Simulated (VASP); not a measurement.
# Al: a changed input and its effect

System: Al (Pm-3m, 1 atom in the cell).
Method of run 1: Kohn-Sham DFT of a periodic cell, RPBE, VASP PAW PBE potentials, recommended, no spin polarisation (VASP 6.6.1).

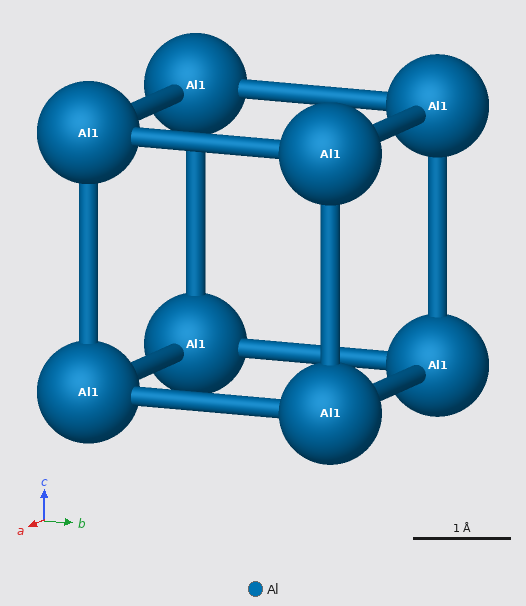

The structure as given in the input (ball-and-stick view of the cell of the calculation, seen slightly off an axis; atoms are numbered from 1 in the order of the input). Near neighbours in the crystal (not all of them lie inside the picture): Al has 6 Al at 2.74 Å.

**INCAR, run 1**
```
SYSTEM = Al
PREC     = Accurate       ! precision mode
ENCUT    = 520            ! plane-wave cutoff, eV
EDIFF    = 1E-6           ! SCF threshold, eV
ISMEAR   = -1             ! smearing method
SIGMA    = 0.1            ! smearing width, eV
LREAL    = .FALSE.        ! projectors in reciprocal space
LASPH    = .TRUE.         ! aspherical terms in the spheres
NELM     = 80             ! most SCF steps
ALGO     = Normal         ! electronic algorithm
ISIF     = 2              ! what is computed and relaxed
LWAVE    = .FALSE.        ! write WAVECAR
LCHARG   = .FALSE.        ! write CHGCAR
GGA      = RP             ! functional
NBANDS   = 8              ! bands
```

**KPOINTS, run 1**
```
Automatic mesh
0
G
  19 19 19
  0 0 0
```

**POSCAR, run 1**
```
Al
1.0
    2.7393235938      0.0000000000      0.0000000000
    0.0000000000      2.7393235938      0.0000000000
    0.0000000000      0.0000000000      2.7393235938
Al
1
Direct
    0.0000000000      0.0000000000      0.0000000000
```

Command:
```bash
cat potpaw_PBE.64/Al/POTCAR > POTCAR
mpirun -np 1 vasp_std > vasp.out
```

Hardware: 1 thread of Intel Xeon @ 2.50GHz (Skylake/Cascade Lake), 64 GiB of memory available, shared host.

**OSZICAR and lines of OUTCAR (run 1)**
```
N       E                     dE             d eps       ncg     rms          rms(c)
DAV:   1    -0.183274258247E+01   -0.18327E+01   -0.78839E+02  3528   0.195E+02
DAV:   2    -0.314227470841E+01   -0.13095E+01   -0.12376E+01  4728   0.171E+01
DAV:   3    -0.315034764449E+01   -0.80729E-02   -0.80611E-02  4328   0.150E+00
DAV:   4    -0.315037671035E+01   -0.29066E-04   -0.29065E-04  5240   0.813E-02
DAV:   5    -0.315037687145E+01   -0.16111E-06   -0.16154E-06  4392   0.402E-03    0.155E+00
DAV:   6    -0.314703060265E+01    0.33463E-02   -0.25477E-03  4368   0.214E-01    0.907E-01
DAV:   7    -0.314443850621E+01    0.25921E-02   -0.65329E-03  4168   0.334E-01    0.119E-01
DAV:   8    -0.314445336521E+01   -0.14859E-04   -0.53796E-05  5392   0.471E-02    0.335E-02
DAV:   9    -0.314445228109E+01    0.10841E-05   -0.20656E-06  4304   0.598E-03    0.334E-03
DAV:  10    -0.314445177628E+01    0.50482E-06   -0.75904E-08  3168   0.161E-03
   1 F= -.31444518E+01 E0= -.31358208E+01  d E =-.172619E-01
[... from OUTCAR:]
  free energy    TOTEN  =        -3.14445178 eV
  energy without entropy =       -3.12718983  energy(sigma->0) =       -3.13582080
 E-fermi :   5.5500     XC(G=0):  -9.3074     alpha+bet :-11.9413
  free  energy   TOTEN  =        -3.1444517763 eV
  energy  without entropy=       -3.1271898284  energy(sigma->0) =       -3.13582080
```

For run 2 the input was changed thus:
```diff
-NELM     = 80             ! most SCF steps
-ALGO     = Normal         ! electronic algorithm
+NELM     = 60             ! most SCF steps
+ALGO     = Fast           ! electronic algorithm
-Automatic mesh
+regular mesh
-  19 19 19
+  13 13 13
-    2.7393235938      0.0000000000      0.0000000000
-    0.0000000000      2.7393235938      0.0000000000
-    0.0000000000      0.0000000000      2.7393235938
+    2.6642355187      0.0000000000      0.0000000000
+    0.0000000000      2.6642355187      0.0000000000
+    0.0000000000      0.0000000000      2.6642355187
```

What does this change do to the results?

With the same functional and potentials, run 2 lies 28.5 meV per atom higher (other lines of the input change too). The pressure goes from −0.08 to 5.36 GPa. The volume per atom goes from 20.56 to 18.91 Å³. The SCF takes 12 iterations against 10. The irreducible k-points go from 220 to 84. The plane waves at Γ go from 564.0 to 521.0. On the same kind of shared host run 2 took about 0.5 times as long.

**OSZICAR and lines of OUTCAR (run 2)**
```
N       E                     dE             d eps       ncg     rms          rms(c)
DAV:   1    -0.188510086867E+01   -0.18851E+01   -0.88033E+02  1344   0.208E+02
DAV:   2    -0.311591694407E+01   -0.12308E+01   -0.11967E+01  1888   0.174E+01
DAV:   3    -0.312250796631E+01   -0.65910E-02   -0.65882E-02  1728   0.138E+00
DAV:   4    -0.312252683588E+01   -0.18870E-04   -0.18869E-04  1992   0.671E-02
DAV:   5    -0.312252693541E+01   -0.99529E-07   -0.99000E-07  1752   0.318E-03    0.170E+00
RMM:   6    -0.311878052905E+01    0.37464E-02   -0.10046E-03  1345   0.178E-01    0.101E+00
RMM:   7    -0.311590531127E+01    0.28752E-02   -0.27571E-03  1468   0.294E-01    0.100E-01
RMM:   8    -0.311593052034E+01   -0.25209E-04   -0.12513E-04  1477   0.746E-02    0.998E-03
RMM:   9    -0.311593171644E+01   -0.11961E-05   -0.13484E-05  1514   0.219E-02    0.168E-02
RMM:  10    -0.311593276062E+01   -0.10442E-05   -0.32407E-06  1540   0.111E-02    0.404E-02
RMM:  11    -0.311593113071E+01    0.16299E-05   -0.44574E-07  1203   0.397E-03    0.141E-02
RMM:  12    -0.311593100928E+01    0.12143E-06   -0.12586E-07   922   0.220E-03
   1 F= -.31159310E+01 E0= -.31072394E+01  d E =-.173832E-01
[... from OUTCAR:]
  free energy    TOTEN  =        -3.11593101 eV
  energy without entropy =       -3.09854783  energy(sigma->0) =       -3.10723942
 E-fermi :   6.3041     XC(G=0):  -9.5990     alpha+bet :-12.9796
  free  energy   TOTEN  =        -3.1159310093 eV
  energy  without entropy=       -3.0985478350  energy(sigma->0) =       -3.10723942
```

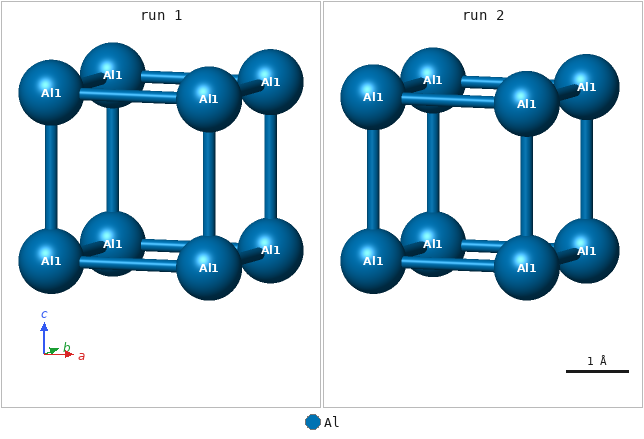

The two input geometries at one scale (ball-and-stick view of the cell of the calculation, seen slightly off an axis). No atom moves by more than 0.005 Å relative to the cell. Cell: a = b = c 2.739 → 2.664 Å (−2.7 %). Volume −8.0 %. Among the contacts that change: Al1–Al1 2.739 → 2.664 Å.

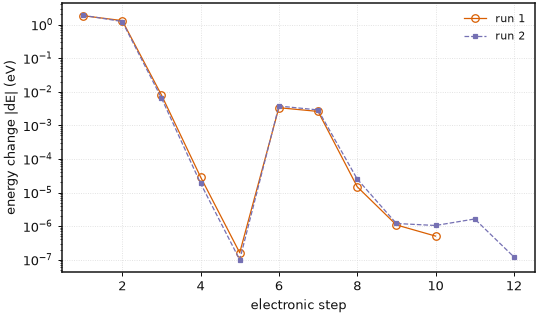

Convergence of the two runs: energy change |dE| against the electronic step. Run 1 takes 10 steps in all, and run 2 takes 12.

**The two runs side by side**

| quantity | run 1 | run 2 |
| --- | --- | --- |
| outcome | converged | converged |
| free energy per atom (eV) | −3.1445 | −3.1159 |
| energy per atom, smearing taken to zero (eV) | −3.1358 | −3.1072 |
| gap on the mesh (eV) | 0.00 | 0.00 |
| pressure (GPa) | −0.08 | 5.36 |
| volume per atom (Å³) | 20.56 | 18.91 |
| largest force (eV/Å) | 0.000 | 0.000 |
| SCF iterations | 10 | 12 |
| irreducible k-points | 220 | 84 |
| plane waves at Γ | 564 | 521 |

For run 2: The cell is under a pressure of 5.4 GPa at this level, so it is not at its equilibrium volume.
